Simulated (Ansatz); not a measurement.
## Nudged elastic band of Zr$_{8}$S$_{15}$ (part 3 of 3)

Zr$_{8}$S$_{15}$ (defect cell, 23 atoms in the cell); DFT with PBEsol, PAW plane waves, no spin polarisation (Ansatz 0.2.0); cutoff 420 eV, 2×2×2 k-mesh, Fermi–Dirac smearing of 0.05 eV. The structure derives from an entry of the Crystallography Open Database.

Geometry of the input (Å; fractional positions):
```
7.1865  0.0000  0.0000
-3.5933  6.2237  0.0000
0.0000  0.0000  11.5816
Zr 0.0070  0.0063  -0.0008
S  0.1692  0.3395  0.1250
S  0.3339  0.1664  0.3738
Zr 0.0005  0.0009  0.5008
S  0.1721  0.3344  0.6232
S  0.3297  0.1671  0.8742
Zr 0.0078  0.5035  0.0025
S  0.1671  0.8316  0.1228
S  0.3347  0.6649  0.3798
Zr -0.0050  0.5019  0.5024
S  0.1657  0.8354  0.6250
Zr 0.5037  0.0033  0.0023
S  0.6685  0.3379  0.1232
S  0.8331  0.1690  0.3757
Zr 0.4959  -0.0038  0.4988
S  0.6697  0.3391  0.6234
S  0.8340  0.1674  0.8751
Zr 0.5051  0.5071  0.0018
S  0.6662  0.8318  0.1244
S  0.8313  0.6652  0.3770
Zr 0.4981  0.5014  0.5007
S  0.6661  0.8326  0.6232
S  0.8320  0.6639  0.8761
```

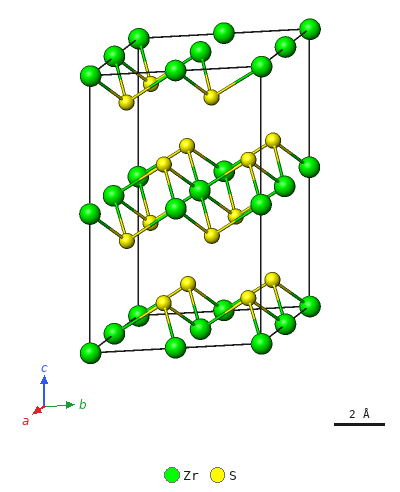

*The input geometry (ball-and-stick view of the cell of the calculation, seen slightly off an axis).*

Output, continued
```
  k-point 2: bands = ["-41.5862", "-41.3479", "-41.2900", "-41.2886", "-41.2768", "-41.2756", "-41.2247", "-41.1988", "-19.7413", "-19.6821", "-19.6289", "-19.5280", "-19.5235", "-19.5124", "-19.5115", "-19.4411", "-19.4230", "-19.4183", "-19.4034", "-19.3931", "-19.3892", "-19.3888", "-19.3852", "-19.3615", "-19.3608", "-19.3597", "-19.3474", "-19.3336", "-19.3109", "-19.2912", "-19.2815", "-19.2738", "-5.0814", "-5.0540", "-4.6528", "-4.6327", "-4.5936", "-4.4968", "-4.3764", "-4.3371", "-4.2482", "-4.1049", "-4.0753", "-4.0593", "-4.0169", "-3.9908", "-3.9086", "3.0581", "3.2538", "3.2804", "3.3479", "3.4506", "3.4866", "3.5117", "3.6068", "3.6955", "3.7516", "3.8503", "3.9484", "4.0422", "4.1187", "4.1893", "4.2203", "4.3434", "4.4667", "4.6864", "4.7160", "4.7849", "4.8322", "4.8781", "4.9055", "4.9407", "4.9581", "4.9880", "5.0562", "5.1347", "5.1570", "5.2087", "5.2939", "5.4596", "5.5205", "5.5602", "5.8145", "5.9868", "6.1091", "6.2080", "6.2796", "6.3770", "6.4379", "6.4753", "6.7621", "7.0025", "8.0394", "8.5818", "8.6402", "8.7202", "8.8040", "8.8487", "9.1556", "9.2927", "9.5537", "9.5581", "9.6801", "9.8536", "9.9814", "9.9930", "10.1057", "10.2233", "10.2394", "10.3058", "10.4782", "10.6204", "10.7594", "11.0344", "11.0579", "11.0764"]
  k-point 7: bands = ["-41.5862", "-41.3478", "-41.2902", "-41.2884", "-41.2771", "-41.2754", "-41.2249", "-41.1986", "-19.7346", "-19.6949", "-19.6294", "-19.5586", "-19.5174", "-19.5158", "-19.4573", "-19.4351", "-19.4231", "-19.4193", "-19.4019", "-19.3975", "-19.3914", "-19.3893", "-19.3865", "-19.3635", "-19.3621", "-19.3592", "-19.3475", "-19.3304", "-19.3107", "-19.2960", "-19.2851", "-19.2840", "-5.0369", "-4.9959", "-4.8192", "-4.7234", "-4.5026", "-4.4507", "-4.3398", "-4.3153", "-4.1497", "-4.1086", "-4.0991", "-4.0626", "-4.0566", "-4.0282", "-3.9465", "3.1033", "3.2176", "3.2507", "3.3236", "3.4550", "3.4835", "3.5214", "3.6094", "3.6654", "3.7030", "3.7860", "3.9166", "4.0868", "4.2171", "4.3278", "4.3525", "4.4328", "4.5987", "4.6629", "4.7041", "4.7225", "4.7869", "4.8065", "4.8577", "4.8775", "4.8940", "4.9442", "5.0380", "5.0821", "5.1385", "5.1801", "5.2431", "5.3954", "5.4662", "5.6598", "5.8803", "5.9849", "6.0740", "6.2059", "6.2790", "6.4434", "6.4860", "6.5066", "6.8828", "7.0364", "7.9733", "8.4923", "8.6559", "8.7001", "8.7723", "8.8513", "9.0218", "9.3847", "9.5332", "9.5597", "9.7317", "9.8385", "10.0526", "10.0690", "10.2177", "10.2318", "10.3260", "10.4956", "10.5839", "10.6431", "10.7487", "10.8757", "11.0592", "11.0765"]
this run last wrote the band of iteration 18 to [file]
--- NEB band (7 images, 18 band iterations, 863 SCF iterations, 92 more in tests of the images' electronic states and relaxations of end points) ---
  forward barrier  = 0.728453 eV
  backward barrier = 0.728427 eV
  lagrangian_above_aufbau_ev (what the smearing adds, to first order; not taken off the barriers): saddle image -0.021748 eV, end points -0.061779 and -0.061797 eV
  climbing image's point = of an order that was not read
  energies are F+E_penalty+E_count in eV, relative to image 0
  image     s (Å)  Δ vs image 0  max|band force component| (eV/Å)
      0    0.0000      0.000000                                 —
      1    1.2506      0.544577                          2.874e-2
      2    2.5016      0.678141                          3.675e-2
      3    3.7532      0.604201                          2.443e-2
  *   4    5.0051      0.728453                          1.139e-2
      5    5.7494      0.430428                          8.081e-3
      6    6.4937      0.000027                                 —
  climbing-image geometry (image 4):
  cell:  # Å, volume = 518.0100 Å³
    - [7.18653195, 0.0, 0.0]
    - [-3.59326597, 6.22371923, 0.0]
    - [0.0, 0.0, 11.58160516]
  atoms:
    - { symbol: Zr, position: [0.016580505672524247, 0.038221097754146276, -0.016892038786075873] }
    - { symbol: S, position: [0.16884189816878103, 0.34023462539891525, 0.13132239787408057] }
    - { symbol: S, position: [0.32980912843701093, 0.15125326490806534, 0.3718098847061748] }
    - { symbol: Zr, position: [-0.0038832457319189968, -0.014596261776027778, 0.4982430352086858] }
    - { symbol: S, position: [0.16244418358250062, 0.31829952014544555, 0.6222819467747993] }
    - { symbol: S, position: [0.28270525954703857, 0.4934396251495697, 0.8612171693409669] }
    - { symbol: Zr, position: [0.018869103532487552, 0.5145830174162166, -0.00985503852055898] }
    - { symbol: S, position: [0.1665442297926295, 0.8512585020040124, 0.1072917548631619] }
    - { symbol: S, position: [0.32898757258543054, 0.6551773519681265, 0.3722611947095864] }
    - { symbol: Zr, position: [-0.0030281424006814994, 0.48713927939346047, 0.49955294968000774] }
    - { symbol: S, position: [0.1619267689500857, 0.8195388656107041, 0.6273381734598964] }
    - { symbol: Zr, position: [0.5388864779079154, 0.03825438456363661, 0.034756968903702834] }
    - { symbol: S, position: [0.7021938051669749, 0.36380210880215413, 0.1416874106325153] }
    - { symbol: S, position: [0.828269485429361, 0.15330233160597126, 0.37331792693497623] }
    - { symbol: Zr, position: [0.4973857506962996, -0.011809812890482973, 0.500690297376047] }
    - { symbol: S, position: [0.6620547790097452, 0.3221216591569071, 0.625752400856601] }
    - { symbol: S, position: [0.7783803062588037, 0.15703424307622452, 0.872144609363016] }
    - { symbol: Zr, position: [0.5173912809828412, 0.5215912051731365, 0.018936707125027548] }
    - { symbol: S, position: [0.7082858861847461, 0.8604254668130884, 0.131660607771182] }
    - { symbol: S, position: [0.8308900761238367, 0.6538067945466486, 0.37094768691022467] }
    - { symbol: Zr, position: [0.49635948726213464, 0.487680844281909, 0.49655379054551835] }
    - { symbol: S, position: [0.662237805563832, 0.817210369683287, 0.6257123948779232] }
    - { symbol: S, position: [0.8351398639442886, 0.6807952938815531, 0.8748584060592092] }
```

The last band as extended XYZ (Å, eV, eV/Å)
```
23
Lattice="7.1865 0.0000 0.0000 -3.5933 6.2237 0.0000 0.0000 0.0000 11.5816" Properties=species:S:1:pos:R:3:forces:R:3 image=0 energy=-46336.44699
Zr   -0.0077    0.0012   -0.0370   -0.0002   0.0013  -0.0024
S    -0.0094    2.0887    1.4274    0.0019   0.0016   0.0005
S     1.8033    1.0521    4.3144   -0.0018  -0.0008   0.0001
Zr    0.0093    0.0166    5.7969   -0.0004  -0.0012  -0.0029
S     0.0104    2.0939    7.2573   -0.0024  -0.0011  -0.0003
S     1.8182    1.0551   10.1111    0.0014   0.0027  -0.0007
Zr   -1.8764    3.0714    0.0630    0.0037   0.0050   0.0015
S    -1.7944    5.1799    1.4276    0.0036  -0.0001  -0.0001
S     0.0098    4.1653    4.3170   -0.0016  -0.0006  -0.0001
Zr   -1.7883    3.1281    5.7841    0.0013  -0.0013   0.0000
S    -1.7841    5.2020    7.2569   -0.0018  -0.0017   0.0001
Zr    3.5849    0.0834    0.0668    0.0013  -0.0034  -0.0001
S     3.5860    2.0764    1.5474   -0.0020   0.0014   0.0010
S     5.4031    1.0522    4.3145   -0.0012   0.0003  -0.0005
Zr    3.6024    0.0161    5.7828    0.0000   0.0003   0.0003
S     3.6032    2.0908    7.2501   -0.0021  -0.0004   0.0010
S     5.3510    1.0539   10.1103    0.0002   0.0017  -0.0005
Zr    1.8591    3.0718    0.0661    0.0034   0.0030  -0.0004
S     1.7775    5.1810    1.4283   -0.0015  -0.0012   0.0008
S     3.6035    4.1690    4.3147   -0.0010   0.0002  -0.0007
Zr    1.8054    3.1284    5.7835    0.0012  -0.0018   0.0003
S     1.8043    5.2020    7.2559   -0.0008  -0.0013   0.0024
S     3.5838    4.1161   10.1101   -0.0013  -0.0028   0.0005
23
Lattice="7.1865 0.0000 0.0000 -3.5933 6.2237 0.0000 0.0000 0.0000 11.5816" Properties=species:S:1:pos:R:3:forces:R:3 image=1 energy=-46335.90241
Zr    0.0913   -0.1748   -0.1058   -0.0147   0.0202   0.0281
S    -0.0086    1.8638    1.4530   -0.0410   0.0617  -0.0438
S     1.7601    1.2540    4.3081    0.0036  -0.0085   0.0055
Zr   -0.0332    0.2295    5.7892   -0.0039  -0.0323   0.0107
S    -0.0314    2.3097    7.2420    0.0101  -0.0171   0.0377
S     1.4291    1.2739   10.0103    0.4434  -0.3266  -0.0084
Zr   -1.7601    2.8261   -0.1140   -0.1154   0.0879   0.0731
S    -1.7757    4.9146    1.3181   -0.0213   0.0479   0.0945
S    -0.0443    4.3815    4.3060    0.0088  -0.0176   0.0141
Zr   -1.8356    3.3419    5.7809   -0.0026  -0.0300   0.0112
S    -1.8341    5.4114    7.2586    0.0099  -0.0094  -0.0013
Zr    3.7600   -0.1642    0.3055   -0.1195   0.0422  -0.1654
S     3.7591    1.9517    1.5573   -0.0573  -0.0176  -0.0254
S     5.3540    1.2597    4.3194    0.0073  -0.0109  -0.0051
Zr    3.5613    0.2215    5.7873   -0.0061  -0.0283   0.0083
S     3.5476    2.3067    7.2392    0.0103  -0.0136   0.0109
S     5.2083    0.6687   10.1043    0.0727   0.1205  -0.0379
Zr    1.9016    2.8779    0.1968   -0.0489   0.0576   0.0048
S     1.9219    5.0395    1.5794   -0.1102   0.0612  -0.0309
S     3.5676    4.3827    4.3023    0.0027  -0.0161   0.0059
Zr    1.7632    3.3340    5.7543    0.0012  -0.0293   0.0219
S     1.7637    5.4015    7.2375    0.0098  -0.0035   0.0071
S     3.5922    3.9011   10.1215   -0.0388   0.0618  -0.0155
23
Lattice="7.1865 0.0000 0.0000 -3.5933 6.2237 0.0000 0.0000 0.0000 11.5816" Properties=species:S:1:pos:R:3:forces:R:3 image=2 energy=-46335.76885
Zr    0.1035   -0.1800   -0.1819    0.0064   0.0057   0.0041
S     0.0477    1.7637    1.5364   -0.0067  -0.0068   0.0088
S     1.7502    1.2973    4.2993    0.0160  -0.0109  -0.0042
Zr   -0.0440    0.2847    5.7777   -0.0006  -0.0331   0.0035
S    -0.0528    2.3740    7.1737    0.0214   0.0009  -0.0129
S     0.5827    1.8876   10.0002   -0.0661   0.0608   0.0057
Zr   -1.5590    2.7109   -0.2296    0.0137   0.0286   0.0230
S    -1.7315    4.8336    1.1266   -0.0116  -0.0059  -0.0220
S    -0.0659    4.4493    4.2801    0.0138  -0.0060  -0.0060
Zr   -1.8539    3.3988    5.7591   -0.0055  -0.0313  -0.0055
S    -1.8570    5.4617    7.2682    0.0090  -0.0056   0.0008
Zr    3.9160   -0.1809    0.6030   -0.0027   0.0545   0.0127
S     3.8718    1.9987    1.6109    0.0023   0.0003   0.0149
S     5.3327    1.3050    4.3242    0.0073  -0.0074   0.0000
Zr    3.5524    0.2756    5.7901   -0.0052  -0.0176   0.0054
S     3.5234    2.3697    7.2207    0.0168  -0.0051   0.0003
S     5.0339    0.4520   10.1743   -0.0337  -0.0097   0.0068
Zr    1.9713    2.8350    0.2136    0.0078   0.0200  -0.0335
S     2.1497    4.9202    1.6345    0.0202  -0.0024   0.0065
S     3.5560    4.4414    4.2868    0.0146  -0.0039  -0.0111
Zr    1.7510    3.3875    5.7220   -0.0141  -0.0229   0.0019
S     1.7483    5.4408    7.2263    0.0175  -0.0087   0.0023
S     3.6349    3.8024   10.1378   -0.0204   0.0066  -0.0010
23
Lattice="7.1865 0.0000 0.0000 -3.5933 6.2237 0.0000 0.0000 0.0000 11.5816" Properties=species:S:1:pos:R:3:forces:R:3 image=3 energy=-46335.84279
Zr   -0.0203    0.0889   -0.1767   -0.0038  -0.0206   0.0049
S    -0.0421    2.0120    1.5584    0.0123   0.0082  -0.0109
S     1.8399    1.0885    4.2662    0.0035   0.0004  -0.0035
Zr    0.0394    0.0776    5.7444   -0.0165  -0.0213   0.0013
S     0.0406    2.1620    7.1302    0.0098  -0.0025   0.0028
S     0.3794    2.2182   10.0185   -0.0059   0.0317   0.0039
Zr   -1.6866    2.9776   -0.1840   -0.0067   0.0094  -0.0005
S    -1.8429    5.1116    1.1375   -0.0024   0.0024  -0.0014
S     0.0172    4.2495    4.2597    0.0019  -0.0011   0.0051
Zr   -1.7635    3.1958    5.7367   -0.0152  -0.0136  -0.0035
S    -1.7748    5.2558    7.2421    0.0048   0.0012  -0.0014
Zr    3.8242    0.0914    0.7015   -0.0048   0.0058   0.0009
S     3.7473    2.2836    1.6592    0.0071  -0.0012  -0.0019
S     5.4097    1.1026    4.2969    0.0038   0.0047   0.0022
Zr    3.6338    0.0808    5.7748    0.0046  -0.0062   0.0049
S     3.6073    2.1728    7.2034    0.0038   0.0003   0.0014
S     4.8713    0.6936   10.2291   -0.0049  -0.0019   0.0019
Zr    1.8617    3.1030    0.2070   -0.0200  -0.0115  -0.0042
S     2.0835    5.1512    1.6609    0.0087   0.0077  -0.0014
S     3.6422    4.2377    4.2518    0.0082   0.0002   0.0019
Zr    1.8350    3.1922    5.6892    0.0004  -0.0030   0.0029
S     1.8371    5.2351    7.2067    0.0043   0.0028  -0.0015
S     3.5249    4.0641   10.1426    0.0067   0.0081  -0.0041
23
Lattice="7.1865 0.0000 0.0000 -3.5933 6.2237 0.0000 0.0000 0.0000 11.5816" Properties=species:S:1:pos:R:3:forces:R:3 image=4 energy=-46335.71853
Zr   -0.0182    0.2379   -0.1956    0.0062   0.0113  -0.0004
S    -0.0092    2.1175    1.5209   -0.0050  -0.0060  -0.0023
S     1.8267    0.9414    4.3062    0.0018  -0.0015   0.0000
Zr    0.0245   -0.0908    5.7705   -0.0009  -0.0042   0.0050
S     0.0237    1.9810    7.2070   -0.0018   0.0013  -0.0018
S     0.2586    3.0710    9.9743   -0.0005  -0.0033   0.0011
Zr   -1.7134    3.2026   -0.1141   -0.0002   0.0007   0.0077
S    -1.8619    5.2980    1.2426   -0.0037  -0.0010   0.0010
S     0.0101    4.0776    4.3114    0.0004  -0.0003  -0.0005
Zr   -1.7722    3.0318    5.7856   -0.0011  -0.0009   0.0044
S    -1.7811    5.1006    7.2656   -0.0015   0.0002  -0.0008
Zr    3.7353    0.2381    0.4025    0.0078  -0.0044  -0.0055
S     3.7391    2.2642    1.6410   -0.0027   0.0032  -0.0018
S     5.4015    0.9541    4.3236   -0.0013  -0.0003   0.0001
Zr    3.6169   -0.0735    5.7988   -0.0015   0.0044  -0.0025
S     3.6004    2.0048    7.2472    0.0007  -0.0007   0.0006
S     5.0296    0.9773   10.1008   -0.0004  -0.0010  -0.0003
Zr    1.8440    3.2462    0.2193    0.0114   0.0054  -0.0036
S     1.9984    5.3550    1.5248   -0.0057  -0.0013   0.0011
S     3.6219    4.0691    4.2962   -0.0009   0.0009  -0.0001
Zr    1.8147    3.0352    5.7509    0.0011   0.0035  -0.0010
S     1.8227    5.0861    7.2468    0.0017  -0.0013   0.0008
S     3.5555    4.2371   10.1323   -0.0040  -0.0047  -0.0011
23
Lattice="7.1865 0.0000 0.0000 -3.5933 6.2237 0.0000 0.0000 0.0000 11.5816" Properties=species:S:1:pos:R:3:forces:R:3 image=5 energy=-46336.01656
Zr   -0.0578    0.0954   -0.1090   -0.0264  -0.1659   0.0814
S    -0.0115    2.0931    1.4563    0.0071  -0.0477  -0.0653
S     1.8123    0.9716    4.3111    0.0007   0.0060   0.0053
Zr    0.0130   -0.0599    5.7799   -0.0019   0.0038   0.0123
S     0.0150    2.0179    7.2379    0.0043   0.0145   0.0312
S     0.1784    3.7141   10.0345   -0.0701   0.6239   0.0596
Zr   -1.7398    3.2080   -0.0879   -0.0054  -0.0156   0.0315
S    -1.8488    5.2734    1.3302    0.0256  -0.0488   0.0879
S     0.0013    4.1003    4.3122    0.0059  -0.0020   0.0007
Zr   -1.7844    3.0566    5.7902   -0.0038   0.0039   0.0079
S    -1.7907    5.1289    7.2643    0.0036   0.0051  -0.0020
Zr    3.6961    0.1310    0.2468   -0.0260  -0.1280  -0.1542
S     3.6957    2.1521    1.5682   -0.0325  -0.1387  -0.0738
S     5.3941    0.9814    4.3212    0.0063   0.0044  -0.0021
Zr    3.6044   -0.0514    5.7984   -0.0026   0.0048  -0.0007
S     3.5943    2.0278    7.2490    0.0088  -0.0018   0.0019
S     5.1777    1.0084   10.0837    0.1615   0.0082  -0.0179
Zr    1.8199    3.2386    0.1995   -0.0054  -0.0261  -0.0243
S     1.9238    5.3236    1.5401   -0.0628  -0.0556   0.0147
S     3.6107    4.0967    4.3027    0.0022   0.0051   0.0075
Zr    1.8038    3.0585    5.7608    0.0016   0.0074   0.0074
S     1.8111    5.1183    7.2482    0.0035   0.0080   0.0017
S     3.5522    4.1950   10.1226    0.0058  -0.0649  -0.0103
23
Lattice="7.1865 0.0000 0.0000 -3.5933 6.2237 0.0000 0.0000 0.0000 11.5816" Properties=species:S:1:pos:R:3:forces:R:3 image=6 energy=-46336.44696
Zr   -0.0722   -0.0334    0.0691    0.0051   0.0027  -0.0065
S     0.0107    2.0749    1.4329    0.0007   0.0016   0.0001
S     1.7995    1.0467    4.3123    0.0036  -0.0003   0.0067
Zr    0.0038    0.0096    5.7802    0.0048   0.0000  -0.0005
S     0.0084    2.0818    7.2537   -0.0073   0.0036   0.0033
S     0.0277    4.1728   10.1159    0.0073   0.0068  -0.0013
Zr   -1.7972    3.1203   -0.0301   -0.0025  -0.0027  -0.0058
S    -1.7978    5.2083    1.4329    0.0006  -0.0023   0.0004
S     0.0003    4.1557    4.3112    0.0004   0.0027  -0.0016
Zr   -1.7942    3.1205    5.7961    0.0022   0.0020   0.0029
S    -1.7918    5.2006    7.2529   -0.0011  -0.0087   0.0047
Zr    3.6639   -0.0335    0.0706   -0.0038   0.0023  -0.0099
S     3.5803    2.0750    1.4334    0.0030   0.0023  -0.0007
S     5.3947    1.0514    4.3112   -0.0020   0.0000  -0.0005
Zr    3.5977    0.0082    5.7778   -0.0072   0.0068   0.0012
S     3.5946    2.0819    7.2530    0.0011   0.0009   0.0014
S     5.3888    1.0119   10.1161   -0.0028  -0.0052  -0.0052
Zr    1.7960    3.2019    0.0709   -0.0010  -0.0050  -0.0083
S     1.7966    5.1945    1.5513   -0.0013  -0.0007   0.0099
S     3.6019    4.1561    4.3118   -0.0015   0.0008  -0.0011
Zr    1.7998    3.1216    5.7790    0.0041  -0.0072   0.0024
S     1.7998    5.1960    7.2455    0.0004  -0.0013   0.0086
S     3.5629    4.1730   10.1154   -0.0025   0.0010  -0.0003
```

Summary

| quantity | value |
| --- | --- |
| outcome | converged |
| barrier, forward | 0.729 eV |
| barrier, backward | 0.728 eV |
| electrons treated | 186 |
| hardware | 4 threads of Arm Neoverse V1, 24 GiB of memory available, shared host |
| wall time | 24 min (CPU time 64 min) |
| peak memory | 3.2 GiB |

Remarks

The k-point mesh is coarse for a cell of this size, so the results may not be converged. The order of the saddle point was not checked.
